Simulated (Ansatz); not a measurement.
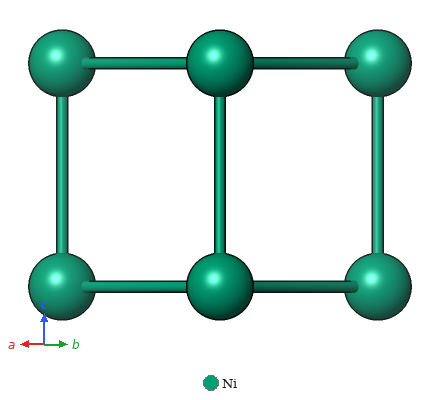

The structure, seen along [110]; the drawing may span several cells.

Structure (in its standard cell), the input geometry of an electronic-structure calculation (not necessarily at equilibrium); the starting structure was generated, so it need not be a known form of this composition:

```cif
data_structure
_symmetry_space_group_name_H-M 'Pm-3m'
_symmetry_Int_Tables_number 221
_cell_length_a 2.3493
_cell_length_b 2.3493
_cell_length_c 2.3493
_cell_angle_alpha 90.000
_cell_angle_beta 90.000
_cell_angle_gamma 90.000
_cell_volume 12.97
loop_
_atom_site_label
_atom_site_type_symbol
_atom_site_symmetry_multiplicity
_atom_site_Wyckoff_symbol
_atom_site_fract_x
_atom_site_fract_y
_atom_site_fract_z
_atom_site_occupancy
Ni1 Ni 1 a 0.00000 0.00000 0.00000 1
```

Q: Predict the [110] zone-axis pattern (200 kV, kinematic, B = 0.5 Å²).

A: The spots form a rectangular net whose two shortest vectors correspond to d = 2.35 Å and 1.66 Å, 90.0° apart. They are 0 0 1 and 1 -1 0. The pattern has symmetry 2mm. No reflection of this zone is absent.

Strongest reflections with d > 0.80 Å, one of each family (|F|² from tabulated Gaussian fits of the electron scattering factors, times a small damping for the curvature of the Ewald sphere):

```json
{"hkl": "0 0 1", "d (Å)": "2.349", "I (strongest = 100)": "100"}
{"hkl": "1 -1 0", "d (Å)": "1.661", "I (strongest = 100)": "52"}
{"hkl": "1 -1 1", "d (Å)": "1.356", "I (strongest = 100)": "33"}
{"hkl": "0 0 2", "d (Å)": "1.175", "I (strongest = 100)": "24"}
{"hkl": "1 -1 2", "d (Å)": "0.959", "I (strongest = 100)": "13"}
{"hkl": "2 -2 0", "d (Å)": "0.831", "I (strongest = 100)": "8"}
```

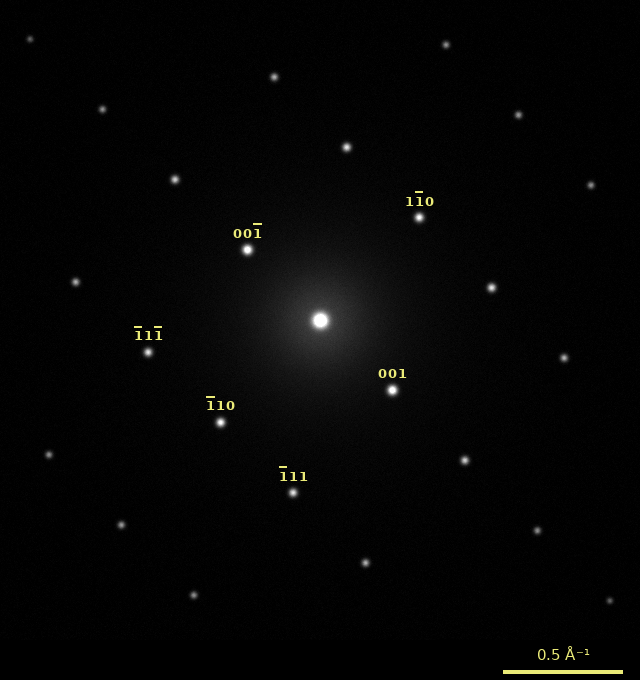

Calculated pattern, seen from the source side with [110] pointing towards the source.
